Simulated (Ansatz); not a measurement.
## Si$_{2}$W: an electron-density study

Space group I4/mmm; the calculation finds a residual pressure of about 3 GPa at this fixed cell.

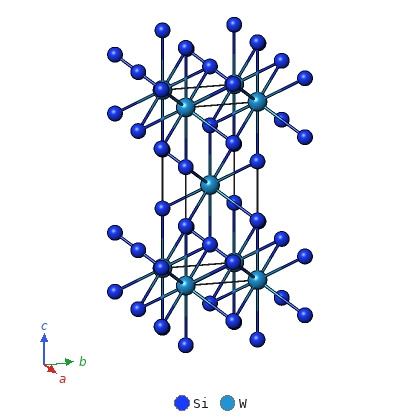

The conventional cell.

```yaml
crystal:
  lattice:
    - [3.21380, 0.00000, 0.00000]
    - [0.00000, 3.21380, 0.00000]
    - [0.00000, 0.00000, 7.82990]
  atoms:
    - { symbol: Si, position: [0.00000, 0.00000, 0.33470] }
    - { symbol: Si, position: [0.50000, 0.50000, 0.83470] }
    - { symbol: Si, position: [0.50000, 0.50000, 0.16530] }
    - { symbol: Si, position: [0.00000, 0.00000, 0.66530] }
    - { symbol: W, position: [0.00000, 0.00000, 0.00000] }
    - { symbol: W, position: [0.50000, 0.50000, 0.50000] }
```

All numbers below come from Ansatz 0.2.0, DFT PBE, scalar-relativistic, plane waves, PAW.

Core electrons are frozen (PAW), so the maps are meaningful between the atoms, not at the nuclei.

### 1. Bonding charge

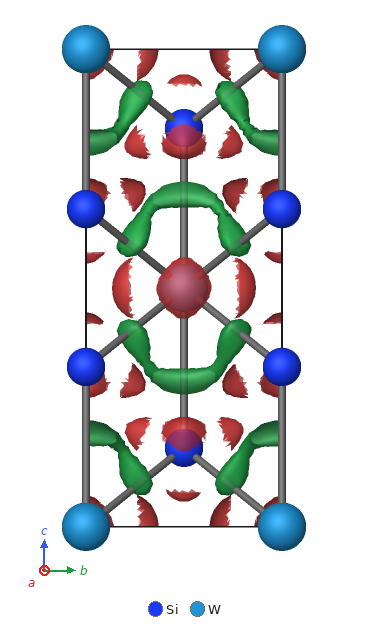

Deformation density (self-consistent density less superposed neutral spherical atoms): green surfaces at +0.05 and red ones at −0.05 e/Å³, in the conventional cell seen along the a axis (the regions close to the nuclei are left out). Cores are masked to 0.8 Å (Si) and 1.0 Å (W).

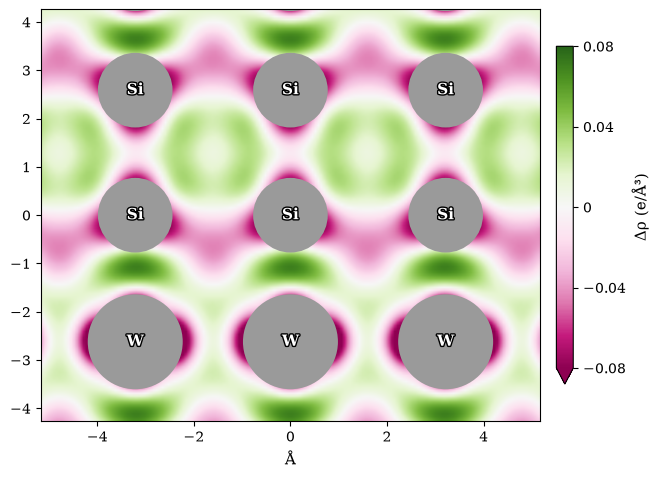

Second picture: a map on the (100) plane of the conventional cell, with grey discs over the atomic cores.

Read the map: where is density gained and where lost?

Si–Si (2.59 Å): Δρ is −0.009 e/Å³ at the midpoint.
Si–W (2.62 Å): Δρ is +0.06 e/Å³ at the midpoint.
W–W (3.21 Å): Δρ is +0.010 e/Å³ at the midpoint.
Over the whole cell, outside the masked cores, the largest gain, 0.07 e/Å³, lies 1.2 Å from a silicon nucleus and 1.5 Å from a tungsten one, and the largest loss lies at the edge of the masked core of W.
The rearranged charge, half the integral of |Δρ|, is about 0.20 e an atom.
Bader charges: Si −0.04 and W +0.09 e. Among metals such charges hang on how the charge between the atoms is shared out.

### 2. Change of volume

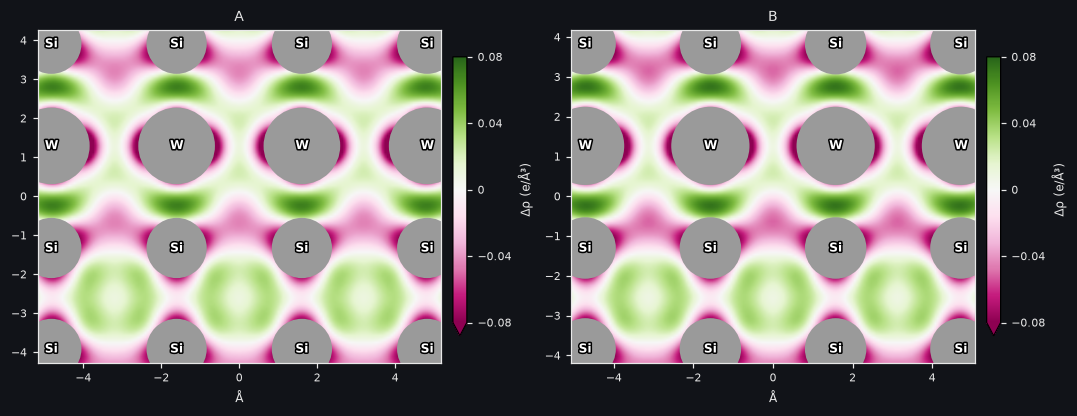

Si$_{2}$W: deformation density on the (010) plane of the conventional cell at two volumes, with the same fractional coordinates and one colour scale. Grey discs cover the cores. Panel B has 94 % of the volume of panel A.

How do bonds, bonding charge and pressure respond to this change of volume?

From A to B, Si–Si goes from 2.59 to 2.54 Å, and Δρ at its midpoint stays at −0.009 e/Å³.
From A to B, Si–W goes from 2.62 to 2.56 Å, and Δρ at its midpoint from +0.058 to +0.060 e/Å³.
From A to B, W–W goes from 3.21 to 3.15 Å, and Δρ at its midpoint from +0.010 to +0.008 e/Å³.
The pressure is 3 GPa in A and 20 GPa in B.
The rearranged charge is 0.20 e an atom in A and 0.20 e in B.

### 3. Moving an atom

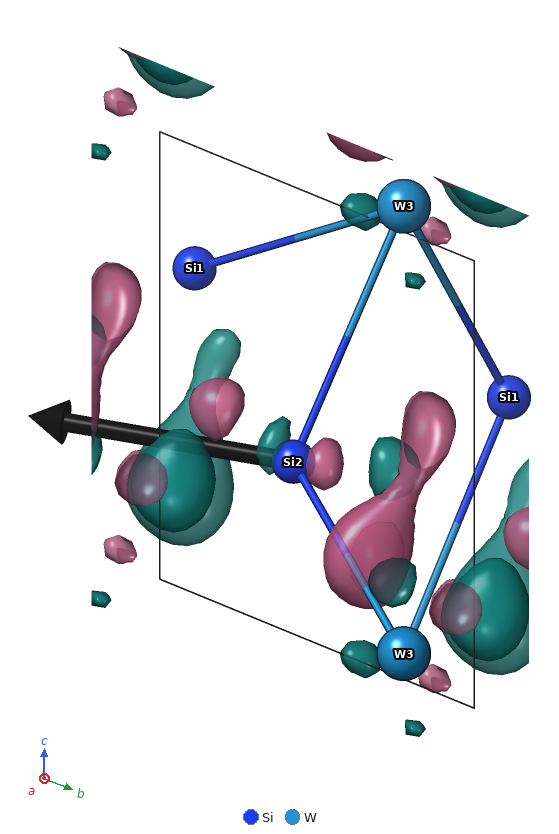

Si2 was moved by 0.05 Å roughly along [0 −1 0] in the axes of the cell drawn (arrow, not to scale). Change of the density less the rigid motion of the neutral atom's own density: teal surfaces at +0.004 and pink ones at −0.004 e/Å³, in the cell of the calculation (origin moved) seen along the a axis.

Describe the electronic response.

About 0.03 e is rearranged in the cell. Outside the cores the largest gain, 0.010 e/Å³, lies 1.2 Å from a tungsten nucleus and 1.4 Å from a silicon one, and the largest loss, 0.007 e/Å³, lies 1.2 Å from a tungsten nucleus and 1.5 Å from a silicon one.

How much does the computed force on the atom change?

The force on it changes by 0.45 eV/Å along the move, against it: a stiffness of about 9 eV/Å² for this sublattice shift.

### 4. Putting it together

The two pressures give a mean stiffness −ΔP/Δln V of about 269 GPa over this range, with the atoms held at their fractional positions.
